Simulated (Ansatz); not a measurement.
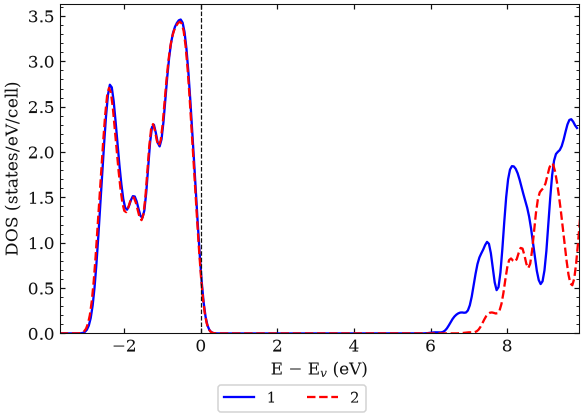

Total densities of states of LiCl, space group I4/mmm (No. 139), 2 atoms in the cell, rocksalt type, epitaxial (xy) strain +3.0%, by two methods on the same cell. The curves are built from the levels of the k mesh with Gaussians 0.3 eV wide, which also blur the band edges. Each is counted from its own valence-band top.

Question: Which curve is which? The methods: PBE, r2SCAN.

Answer: 1 is PBE; 2 is r2SCAN. PBE gives a gap of 6.12 eV and r2SCAN gives a gap of 7.01 eV.

Settings. PBE: DFT, PBE, plane waves, PAW, no spin polarisation, 8×8×8 k mesh, 420 eV cutoff, Fermi-Dirac smearing of 0.02 eV (Ansatz 0.2.0). r2SCAN: DFT, r2SCAN, plane waves, PAW, no spin polarisation, 8×8×8 k mesh, 500 eV cutoff (Ansatz).
